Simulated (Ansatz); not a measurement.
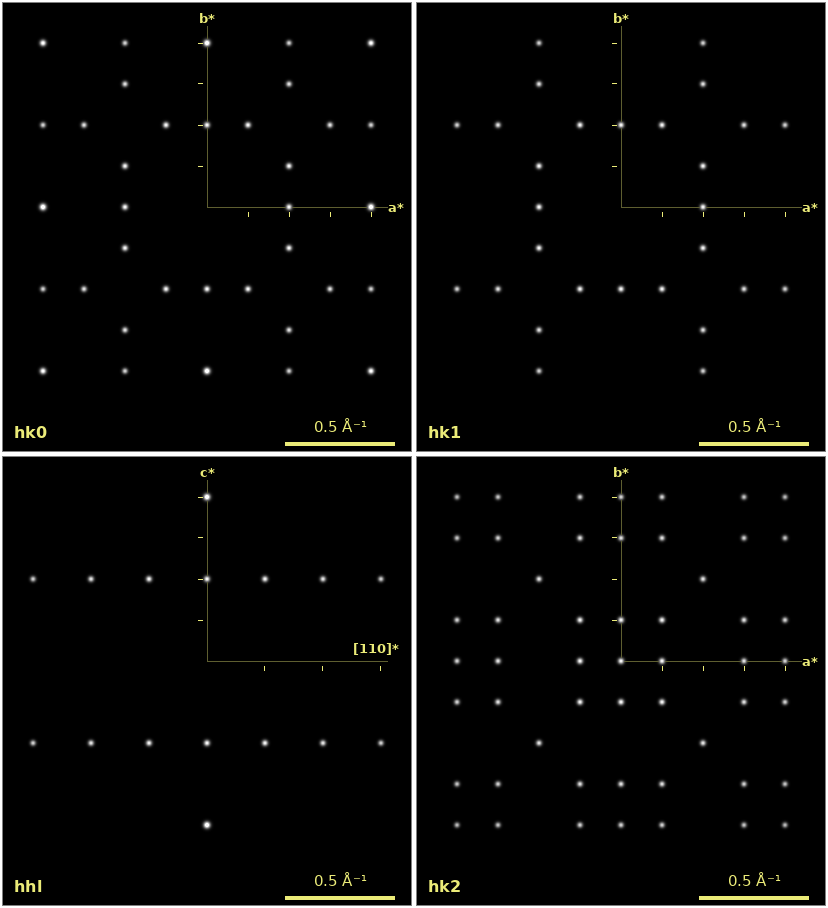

Simulated precession-type sections (X-rays; kinematic intensities, B = 0.5 Å²). The ticks mark integer indices of the conventional cell.

The compound is Ta. Structure: the end point of a relaxation with Ansatz 0.2.0, DFT, r2SCAN, plane waves (500 eV) with PAW, scalar-relativistic; the starting structure was generated, so it need not be a known form of this composition.

Question: Read the reciprocal cell and give the direct cell.

Answer: a* = 0.189, b* = 0.189, c* = 0.189 Å⁻¹; the cell is cubic with a = 5.29 Å.

Question: Which reflection conditions do the layers show?

Answer: Reflections are present only under these conditions. hkl: no condition; hk0: no condition; hhl: l = 2n; h00: h = 2n. The lattice is primitive (P). Further gaps, such as 0 4 1, 4 0 1, 1 4 0, come from atoms on special positions, not from the group's general conditions. A few very weak reflections are below the display threshold.

Question: Which space groups fit?

Answer: The intensities have Laue symmetry m-3m (the hk0 layer shows 4mm, hk1 shows 4mm). With these conditions the candidates are P-43n (No. 218), Pm-3n (No. 223). Diffraction geometry alone does not choose among them; the structure has Pm-3n.
